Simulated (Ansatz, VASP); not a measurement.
## BN: VASP beside Ansatz

Wanted: the spread between two codes on one cell, functional and k mesh. The cell is a member of a volume series, scaled by 1.03 from a relaxed one, so a pressure remains.

Main program and level: Ansatz 0.2.0; plane waves, with VASP 6.6.1 beside it; single point at HSE06.

## (1) Set-up

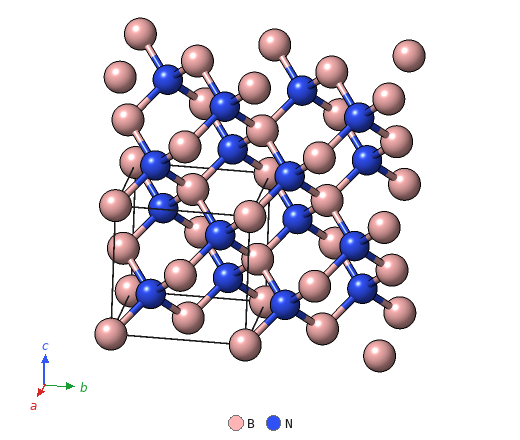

The starting structure, seen slightly off an axis (boron pink, nitrogen blue). 1×2×2 cells are drawn. This picture shows the conventional cell, with its axes. Bonds to atoms that aren't drawn are left out. Some periodic images of atoms are drawn too.

Structure file:

```cif
data_structure
_symmetry_space_group_name_H-M 'P 1'
_symmetry_Int_Tables_number 1
_cell_length_a 2.5584
_cell_length_b 2.5584
_cell_length_c 2.5584
_cell_angle_alpha 60.000
_cell_angle_beta 60.000
_cell_angle_gamma 60.000
_cell_volume 11.84
loop_
_atom_site_label
_atom_site_type_symbol
_atom_site_fract_x
_atom_site_fract_y
_atom_site_fract_z
_atom_site_occupancy
B1 B 0.00000 0.00000 0.00000 1
N2 N 0.25000 0.25000 0.25000 1
```

## (2) VASP: single point, HSE06

With cell and atoms fixed, the geometry can't cause a difference; cores, projectors, grids and the points listed under the comparison can.

Lines of VASP's logs that name or quote its potential files are left out, and so is its time.

The input, INCAR:

```
SYSTEM = BN
PREC = Accurate
ENCUT = 600
EDIFF = 1E-06
NELM = 100
ISMEAR = 0
SIGMA = 0.02
LREAL = .FALSE.
ALGO = Normal
LHFCALC = .TRUE.
AEXX = 0.25
GGA = PE
HFSCREEN = 0.2
LASPH = .TRUE.
NBANDS = 9
PRECFOCK = Fast
LWAVE = .FALSE.
LCHARG = .FALSE.
KPAR = 4
```

The input, POSCAR:

```
BN
1.0
    0.0000000000      1.8090494094      1.8090494094
    1.8090494094      0.0000000000      1.8090494094
    1.8090494094      1.8090494094      0.0000000000
B N
1 1
Direct
    0.0000000000      0.0000000000      0.0000000000
    0.2500000000      0.2500000000      0.2500000000
```

The input, KPOINTS:

```
Automatic mesh
0
Gamma
7 7 7
0 0 0
```

The input, KPOINTS_OPT:

```
Line mode
6
Line-mode
Reciprocal
  0.00000000   0.00000000   0.00000000
  0.01439596   0.01439596   0.00000000

  0.00000000   0.00000000   0.00000000
  0.00000000  -0.01439596  -0.01439596

  0.31000000   0.31000000   0.00000000
  0.50000000   0.50000000   0.00000000

  0.00000000   0.31000000   0.31000000
  0.00000000   0.50000000   0.50000000

  0.45000000   0.45000000   0.45000000
  0.50000000   0.50000000   0.50000000

  0.45000000   0.00000000   0.00000000
  0.50000000   0.00000000   0.00000000

  0.42500000   0.42500000   0.00000000
  0.42500000   0.43939596   0.01439596

  0.50000000   0.50000000   0.50000000
  0.48982052   0.51017948   0.50000000
```

The projector-augmented-wave data sets are B and N (LDA family, release 64).

Command:

```
mpirun -np 4 vasp_std
```

Numbers of over 12 decimals in the logs are rounded to 6 here.

What it wrote:

```text
[banner, memory and clock lines left out]
running    4 mpi-ranks, on    1 nodes
 distrk:  each k-point on    1 cores,    4 groups
 distr:  one band on    1 cores,    1 groups

 POSCAR found type information on POSCAR B N
 POSCAR found :  2 types and       2 ions
|                                                                             |
|               ----> ADVICE to this user running VASP <----                  |
|                                                                             |
|     You enforced a specific xc type in the INCAR file but a different       |
|     [... a line on the potential file left out ...]
|     I HOPE YOU KNOW WHAT YOU ARE DOING!                                     |
|                                                                             |

 LDA part: xc-table for (Slater+PW92), standard interpolation
 found WAVECAR, reading the header
 POSCAR, INCAR and KPOINTS ok, starting setup
 FFT: planning ... GRIDC
 FFT: planning ... GRID_SOFT
 FFT: planning ... GRID
 reading WAVECAR
 the WAVECAR file was read successfully
 initial charge from wavefunction
 entering main loop
       N       E                     dE             d eps       ncg     rms          rms(c)
DAV:   1    -0.204510523030E+02   -0.20451E+02   -0.63093E-01   367   0.846E+00    0.599E-01
DAV:   2    -0.204516415022E+02   -0.58920E-03   -0.80707E-03   389   0.944E-01    0.399E-01
DAV:   3    -0.204506485742E+02    0.99293E-03   -0.28814E-03   383   0.351E-01    0.235E-01
DAV:   4    -0.204504993934E+02    0.14918E-03   -0.29458E-04   383   0.122E-01    0.140E-01
DAV:   5    -0.204504218898E+02    0.77504E-04   -0.29489E-05   371   0.607E-02    0.786E-02
DAV:   6    -0.204503988473E+02    0.23042E-04   -0.15110E-05   375   0.418E-02    0.429E-02
DAV:   7    -0.204503925561E+02    0.62912E-05   -0.25705E-06   366   0.198E-02    0.242E-02
DAV:   8    -0.204503907165E+02    0.18396E-05   -0.80874E-07   190   0.104E-02    0.140E-02
DAV:   9    -0.204503902980E+02    0.41849E-06   -0.34085E-07   189   0.674E-03
   1 F= -.20450390E+02 E0= -.20450390E+02  d E =-.259364E-48
 Start KPOINTS_OPT (optional k-point list driver)
k-point batch [1-20\48]
       N       E                     dE             ncg
DAV:   1     0.917495275960E+03   -0.27535E+04      360
DAV:   2     0.258724574481E+02   -0.89162E+03      494
DAV:   3    -0.112174011671E+02   -0.37090E+02      409
DAV:   4    -0.113439153836E+02   -0.12651E+00      405
DAV:   5    -0.113446625097E+02   -0.74713E-03      416
DAV:   6    -0.113446637376E+02   -0.12279E-05      324
DAV:   7    -0.113446637402E+02   -0.25772E-08      266
[...]
k-point batch [41-48\48]
       N       E                     dE             ncg
DAV:   1     0.530516114832E+04   -0.32906E+04      152
DAV:   2     0.500591261052E+04   -0.29925E+03      186
DAV:   3     0.499639787487E+04   -0.95147E+01      172
DAV:   4     0.499636368969E+04   -0.34185E-01      154
DAV:   5     0.499636355868E+04   -0.13101E-03      154
DAV:   6     0.499636355850E+04   -0.17471E-06      153
```

Parts of OUTCAR (step 2):

```text
ion  position               nearest neighbor table
   1  0.000  0.000  0.000-   2 1.57   2 1.57   2 1.57   2 1.57
   2  0.250  0.250  0.250-   1 1.57   1 1.57   1 1.57   1 1.57

  LATTYP: Found a face centered cubic cell.
 ALAT       =     3.6180988188

 Subroutine GETGRP returns: Found 24 space group operations
 (whereof 24 operations were pure point group operations)

The static configuration has the point symmetry T_d .

 Found     20 irreducible k-points:

   k-points           NKPTS =     20   k-points in BZ     NKDIM =    343   number of bands    NBANDS=      9

   dimension x,y,z NGX =    20 NGY =   20 NGZ =   20
   dimension x,y,z NGXF=    40 NGYF=   40 NGZF=   40

   ENCUT  =  600.0 eV  44.10 Ry    6.64 a.u.   5.11  5.11  5.11*2*pi/ulx,y,z

   NELECT =       8.0000    total number of electrons

 k-points in reciprocal lattice and weights: Automatic mesh
   0.00000000  0.00000000  0.00000000       0.003
   0.14285714  0.00000000  0.00000000       0.023
   0.28571429  0.00000000  0.00000000       0.023
   0.42857143  0.00000000  0.00000000       0.023
   0.14285714  0.14285714  0.00000000       0.017
   0.28571429  0.14285714  0.00000000       0.070
   0.42857143  0.14285714  0.00000000       0.070
  -0.42857143  0.14285714  0.00000000       0.070
  -0.28571429  0.14285714  0.00000000       0.070
[...]
-0.42857143  0.42857143  0.14285714       0.070
  -0.28571429  0.42857143  0.14285714       0.070

  exchange ACFDT corr.  =         0.00000000  see jH, gK, PRB 81, 115126

 average (electrostatic) potential at core
       1 -26.7006       2 -55.2718

 E-fermi :   6.9270

 k-point     1 :       0.0000    0.0000    0.0000
  band No.  band energies     occupation
      1     -15.3541      2.00000
      2       6.7244      2.00000
      3       6.7244      2.00000
      4       6.7244      2.00000
      5      17.2763      0.00000
      6      17.2763      0.00000
      7      17.2763      0.00000
      8      18.8230      0.00000
      9      33.4099      0.00000

 k-point     2 :       0.1429    0.0000    0.0000
  band No.  band energies     occupation
      1     -14.8232      2.00000
      2       4.1906      2.00000
      3       6.2141      2.00000
      4       6.2141      2.00000
      5      17.6766      0.00000
      6      18.0425      0.00000
      7      18.0425      0.00000
      8      20.4616      0.00000
      9      32.7936      0.00000

 k-point     3 :       0.2857    0.0000    0.0000
  band No.  band energies     occupation
      1     -13.3059      2.00000
      2      -0.3759      2.00000
      3       5.2961      2.00000
      4       5.2961      2.00000
      5      18.1687      0.00000
      6      19.0750      0.00000
      7      19.0750      0.00000
      8      22.8517      0.00000
      9      31.9387      0.00000

  energy-cutoff  :      600.00
  volume of cell :       11.84
      direct lattice vectors                 reciprocal lattice vectors
     0.000000000  1.809049409  1.809049409    -0.276388250  0.276388250  0.276388250
     1.809049409  0.000000000  1.809049409     0.276388250 -0.276388250  0.276388250
     1.809049409  1.809049409  0.000000000     0.276388250  0.276388250 -0.276388250

 POSITION                                       TOTAL-FORCE (eV/Angst)
 -----------------------------------------------------------------------------------
      0.00000      0.00000      0.00000         0.000000      0.000000      0.000000
      0.90452      0.90452      0.90452        -0.000000     -0.000000     -0.000000
 -----------------------------------------------------------------------------------
    total drift:                                0.000002     -0.000002     -0.000000

  FREE ENERGIE OF THE ION-ELECTRON SYSTEM (eV)
  ---------------------------------------------------
  free  energy   TOTEN  =       -20.4503902980 eV

  energy  without entropy=      -20.4503902980  energy(sigma->0) =      -20.45039030

[... 3 further parts left out ...]
```

(Part 1 of 2 ends here.)

[Lines on the potential files, build, host, timing and source positions are cut from VASP's logs without a mark.]

[Logs are printed without paths, hosts, clocks, repeated set-up lines and the standing remarks that a program may print on its own settings, such as how far it seeks lower states.]

[Hosts, paths, dates, database ids (printed as entryN), source tags and the programs' standing remarks are cut or masked in the printed files.]
